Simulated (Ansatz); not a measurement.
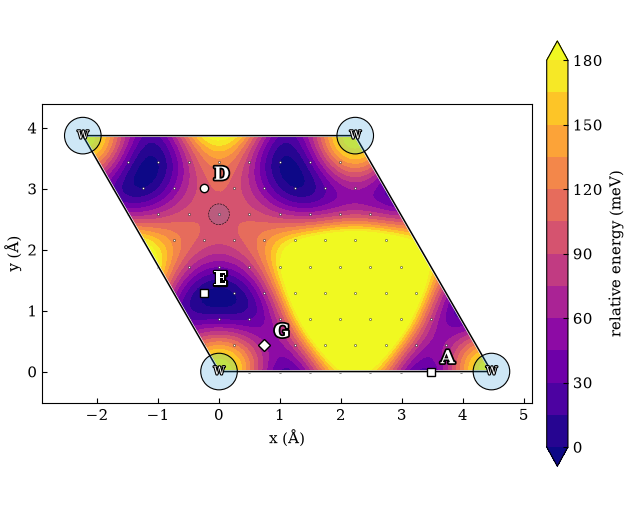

Si on a W(111) slab cut from the Im-3m phase, its upper half relaxed before the scan (6 atoms of substrate and one adsorbate in a 1 × 1 cell). Si is moved over the surface cell at a fixed height above a rigid substrate; the origin of the map has the adsorbate above W6; the height is held at 2.50 Å. Places are given modulo a cell vector. The map is drawn in real space over the plane of the surface. Grid: 9 × 9 points; 19 points were computed and 62 follow by symmetry. Energies are in meV, from the lowest grid point. The runs have no spin polarisation, so an open-shell adsorbate far from the surface lies too high. With one adsorbate in each 1 × 1 cell, its nearest image is 4.5 Å away, so neighbouring adsorbates interact. At a fixed height the lowest place need not be the adsorption site. Computed with DFT PBE+D3(BJ), scalar-relativistic, plane waves, PAW (Ansatz). Settings: cutoff 420 eV, k-mesh 6×6×1, gaussian smearing 0.1 eV, no spin polarisation.

Drawn: filled contours, dots at the grid points, labelled circles for the atoms of the top layer and small ones for the second layer, the outline of one cell of the plane, one colour for all values above the top of the scale, lettered points. Between grid points the surface is interpolated.

Q: What kind of point is each of E, G: minimum, saddle, maximum or slope?

A: E: minimum; G: saddle point. (In these two coordinates alone; a stationary point may lie a little off the grid point.)

Q: Rank the lettered points by energy, lowest first.

A: E (0 meV), A (29 meV), G (62 meV), D (98 meV).

PAW datasets: the set soft_1.
